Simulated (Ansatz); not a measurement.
System: AlCu₃, space group Pm-3m (No. 221).

Input file:
```
crystal:
  lattice:
    - [3.5895784725, 0.0, 0.0]
    - [0.0, 3.5895784725, 0.0]
    - [0.0, 0.0, 3.5895784725]
  atoms:
    - { symbol: Al, position: [0.0, 0.0, 0.0] }
    - { symbol: Cu, position: [0.5, 0.5, 0.0] }
    - { symbol: Cu, position: [0.5, 0.0, 0.5] }
    - { symbol: Cu, position: [0.0, 0.5, 0.5] }
basis:
  ecutwfc: 420
kpoints:
  mp_grid: { grid: [12, 12, 12] }
hamiltonian:
  xc: lda
scf:
  occupations: { method: fermi_dirac, width: 0.15 }
output:
  eigenvalues: true
phonons:
  method: dfpt
  eigenvectors: true
```

Run as:
```bash
ansatz run input.yaml --threads 1 --pin off --max-ram 3072MiB --backend cpu --events-out ev --progress --plain --runs-dir out
```

How it was computed, with Ansatz 0.2.0: harmonic phonon frequencies at the zone centre with atoms at rest in the given cell, without the long-range term of polar modes, the three translations left out, imaginary frequencies are negative; plane waves with PAW datasets, Γ-centred k mesh. Level: LDA, no spin polarisation.

```tsv
setting	value
wave cutoff	420 eV
k mesh	12×12×12
occupations	Fermi–Dirac
smearing width	0.15 eV
pressure	0 GPa
phonon method	linear response
```

Describe the result: the zone-centre optical phonon frequencies (the three acoustic modes are left out).

No frequency is imaginary, so the structure is stable to these displacements (zone-boundary modes weren't tested here). The highest mode lies at 311.4 cm⁻¹. The optical modes lie at 168.4 (×3), 203.5 (×3), 311.4 (×3) cm⁻¹.

```json
{"frequency (cm⁻¹)": "168.4"}
{"frequency (cm⁻¹)": "168.4"}
{"frequency (cm⁻¹)": "168.4"}
{"frequency (cm⁻¹)": "203.5"}
{"frequency (cm⁻¹)": "203.5"}
{"frequency (cm⁻¹)": "203.5"}
{"frequency (cm⁻¹)": "311.4"}
{"frequency (cm⁻¹)": "311.4"}
{"frequency (cm⁻¹)": "311.4"}
```

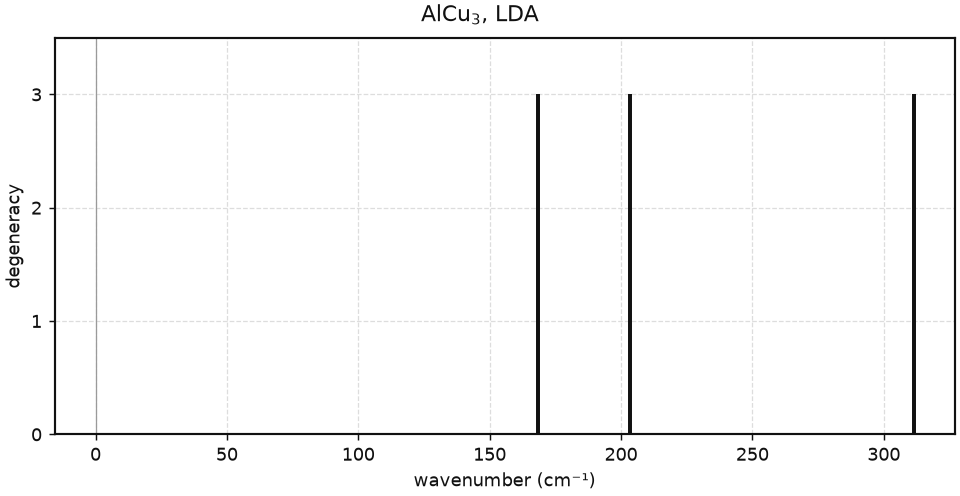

Note: metal sensitive to the k mesh.
